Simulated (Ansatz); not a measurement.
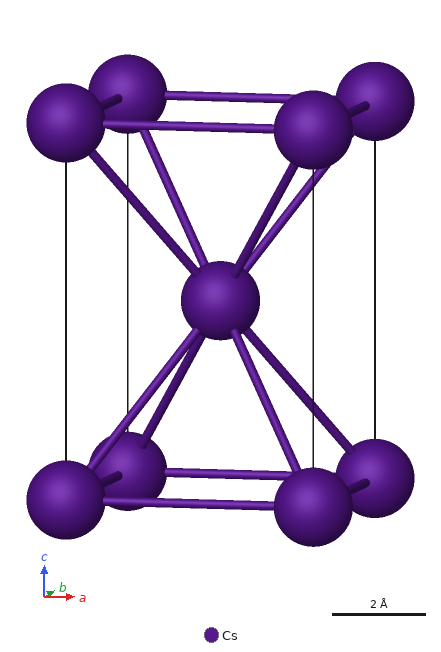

The starting point is a symmetric starting cell of Cs. The picture is a ball-and-stick view of the conventional cell (2 times the calculation's cell), seen slightly off an axis. Lengths and directions refer to the drawn axes.

Theory: DFT PBEsol, scalar-relativistic, plane waves, PAW in Ansatz. Set-up: plane-wave cutoff 420 eV; k-point mesh 12 × 12 × 12; occupations gaussian; smearing width 0.1 eV; no spin polarisation.

Change: The cell is strained by +6.3 % along c and −2.7 % across it (volume +0.5 %), the atoms keeping their fractional coordinates. No relaxation follows. The starting cell wasn't computed here and needn't be at equilibrium, so pressure and forces aren't due to the change alone.

**What does the calculation give for the changed structure?**

Some distances before and after: Cs–Cs 5.500 → 5.350 Å, Cs–Cs 5.649 → 5.768 Å. The space group stays I4/mmm (No. 139). The pressure is −0.2 GPa (not all of it need come from the change, since the unchanged cell can be under pressure at this level too). All forces vanish by symmetry.

Drawn alike, the variant:

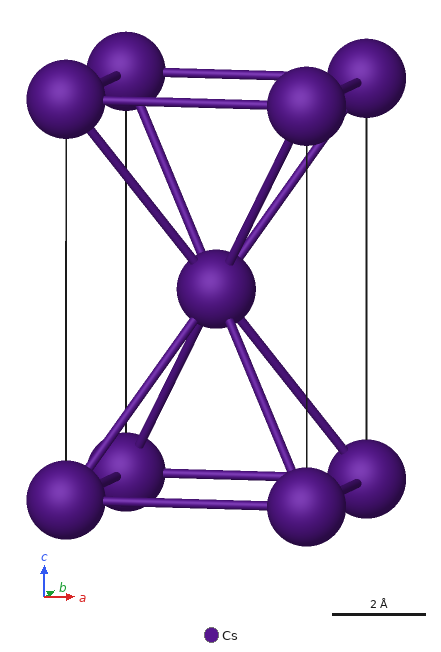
